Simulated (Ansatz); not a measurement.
## Electronic structure of Pb$_{2}$I in real space

```cif
data_structure
_symmetry_space_group_name_H-M 'P 1'
_symmetry_Int_Tables_number 1
_cell_length_a 15.9927
_cell_length_b 6.4838
_cell_length_c 8.1619
_cell_angle_alpha 90.000
_cell_angle_beta 115.100
_cell_angle_gamma 90.000
_cell_volume 766.42
loop_
_atom_site_label
_atom_site_type_symbol
_atom_site_fract_x
_atom_site_fract_y
_atom_site_fract_z
_atom_site_occupancy
I1 I 0.31800 0.50000 0.36900 1
I2 I 0.81800 0.00000 0.36900 1
I3 I 0.18200 0.00000 0.63100 1
I4 I 0.68200 0.50000 0.63100 1
Pb1 Pb 0.14500 0.00000 0.10500 1
Pb2 Pb 0.64500 0.50000 0.10500 1
Pb3 Pb 0.35500 0.50000 0.89500 1
Pb4 Pb 0.85500 0.00000 0.89500 1
Pb5 Pb 0.02400 0.50000 0.25700 1
Pb6 Pb 0.52400 0.00000 0.25700 1
Pb7 Pb 0.47600 0.00000 0.74300 1
Pb8 Pb 0.97600 0.50000 0.74300 1
```

Space group C2/m; built by placing these elements on a known structure type; not relaxed (largest force 0.7 eV/Å); computed pressure about −4 GPa in this cell.

Theory: Ansatz 0.2.0, DFT, PAW plane waves, r2SCAN, spin-orbit.

In a PAW calculation such maps are meaningful between the atoms, not at the nuclei.

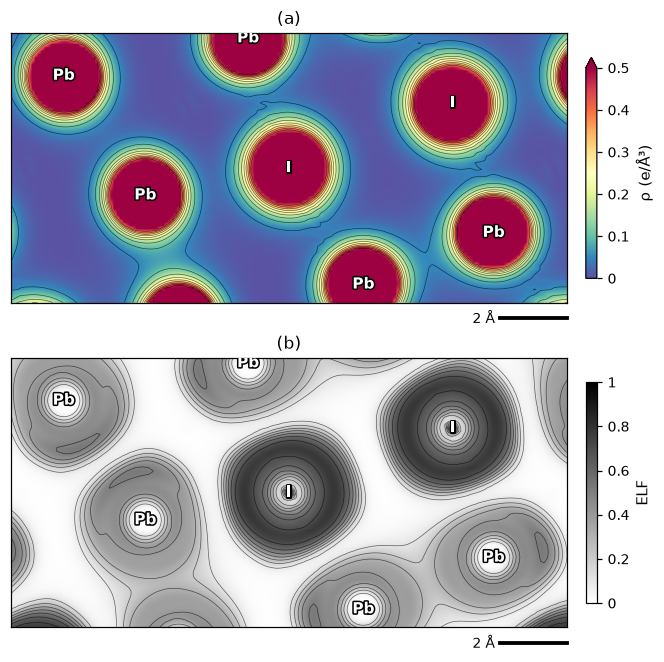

Figure 1. (a) valence charge density (pseudo); (b) ELF on the (010) plane of the conventional cell.

Question: Read the bonding off the picture.

Answer: Atoms in the plane: I and Pb. Pb–I (4.08 Å): ρ at the midpoint is about 0.05 e/Å³; the ELF peaks at about 0.75 in the valence shell of I, 1.3 Å from its nucleus, and drops to about 0.05 between the two atoms. Pb–I (4.15 Å): ρ is about 0.04 e/Å³ halfway; the ELF peaks at about 0.75 in the valence shell of I, 1.4 Å from its nucleus, and drops to about 0.05 between the two atoms. Between the atoms the lowest density in this plane is 0.004 e/Å³.

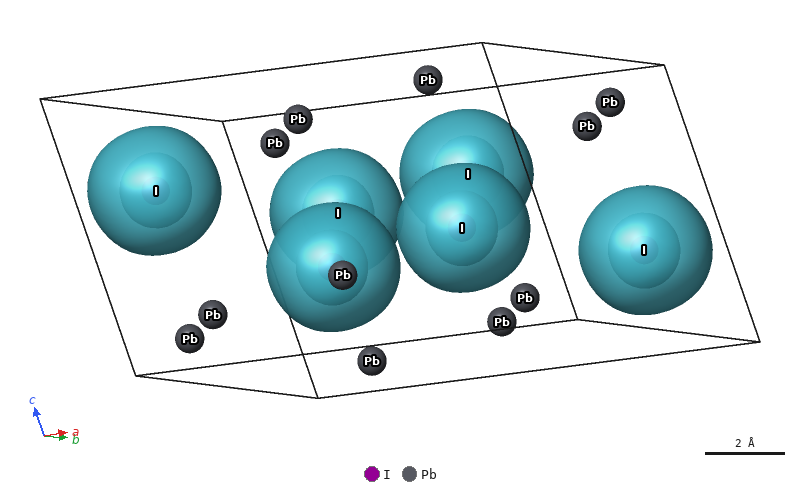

Figure 2. Isosurface of the electron localisation function at 0.65 (cyan), seen at an oblique angle. Core shells and regions of very low density are left out.

Question: Describe the localisation domains.

Answer: At this value the surface marks out four regions wrapped around I (the valence shell of each), counted in one cell of 12 atoms. Any copies at cell faces, edges or corners count once.


Pb–Pb (3.93 Å): the ELF is about 0.30 at the midpoint; no localised pair shows between them.

Question: Which way does charge flow, and how much by Bader's partition?

Answer: Electrons move from Pb towards I. Bader charges: I −0.66 and Pb +0.27 to +0.39 e.

Question: Metal or insulator at this level of theory?

Answer: It is gapless in this calculation (a metal or semimetal).
